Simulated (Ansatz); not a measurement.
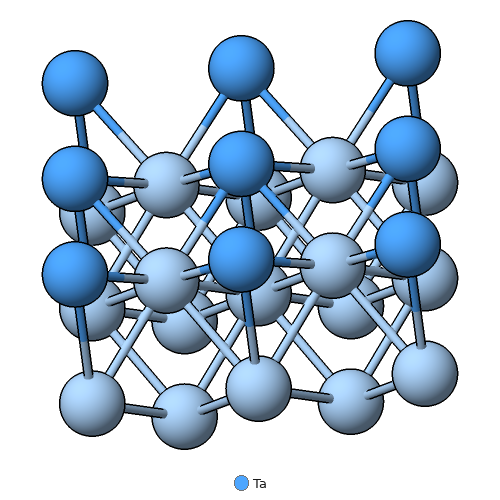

The system is C on a Ta(100) slab cut from the Im-3m phase, its upper half relaxed before the scan (16 atoms of substrate and one adsorbate in a 2 × 2 cell); the picture shows it without the atoms that are moved over the map. C is moved over the surface cell; relaxed at each place: the height of the adsorbate's atoms; substrate rigid; the origin of the map has the adsorbate above Ta13. Places are given modulo a cell vector. The map is drawn in real space over the plane of the surface. The scan uses an 8 × 8 grid; 15 points were computed and 49 follow by symmetry. Places are given in fractions of the 1 × 1 surface cell. Energies are in eV, from the lowest grid point. Level of theory: DFT PBE, scalar-relativistic, plane waves, PAW (Ansatz 0.2.0). Settings: cutoff 420 eV, k-mesh 4×4×1, gaussian smearing 0.1 eV, no spin polarisation.

Range: position of C17 along the first surface vector from 0.000 to 0.875; position of C17 along the second surface vector from 0.000 to 0.875.

Q: What will the energy surface look like?

A: The lowest grid point is at a fourfold hollow over a second-layer Ta atom, (4/8, 4/8) of the cell vectors. No other kind of well shows on this grid. The highest grid point, the top site over a surface Ta atom, (0/8, 0/8) of the cell vectors, lies 4.42 eV above the lowest. On the interpolated surface the easiest way out of the lowest well to its copy in the next cell or period passes a barrier of about 1.8 eV. At the lowest point the adsorbate has 1 Ta at 2.13 Å as nearest neighbours, at the highest 1 Ta at 1.88 Å. Its relaxed height above the top atom is 0.64 Å at the lowest and 1.88 Å at the highest point.

```tsv
second ↓, first →	0/8	1/8	2/8	3/8	4/8	5/8	6/8	7/8
7/8	4.36	4.26	3.85	2.71	1.49	2.71	3.85	4.26
6/8	4.05	3.85	3.16	1.78	0.61	1.78	3.16	3.85
5/8	3.03	2.71	1.78	0.53	0.05	0.53	1.78	2.71
4/8	1.85	1.49	0.61	0.05	0.00	0.05	0.61	1.49
3/8	3.03	2.71	1.78	0.53	0.05	0.53	1.78	2.71
2/8	4.05	3.85	3.16	1.78	0.61	1.78	3.16	3.85
1/8	4.36	4.26	3.85	2.71	1.49	2.71	3.85	4.26
0/8	4.42	4.36	4.05	3.03	1.85	3.03	4.05	4.36
```

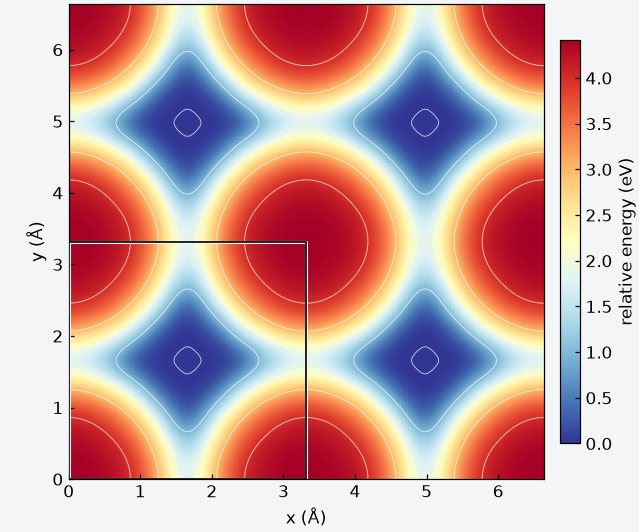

In the figure: a smooth colour map with a few white contour lines, the outline of one cell of the 2 × 2 shown. Between grid points the surface is interpolated.

Each point was launched as `ansatz run input.yaml --threads 8 --pin off --max-ram 22528MiB --backend cpu --events-out ev --progress --plain --runs-dir out`. Time for the 15 points that were run: 28 min on 8 threads of Arm Neoverse N1, with other jobs on the host.

PAW datasets: the set soft_1.
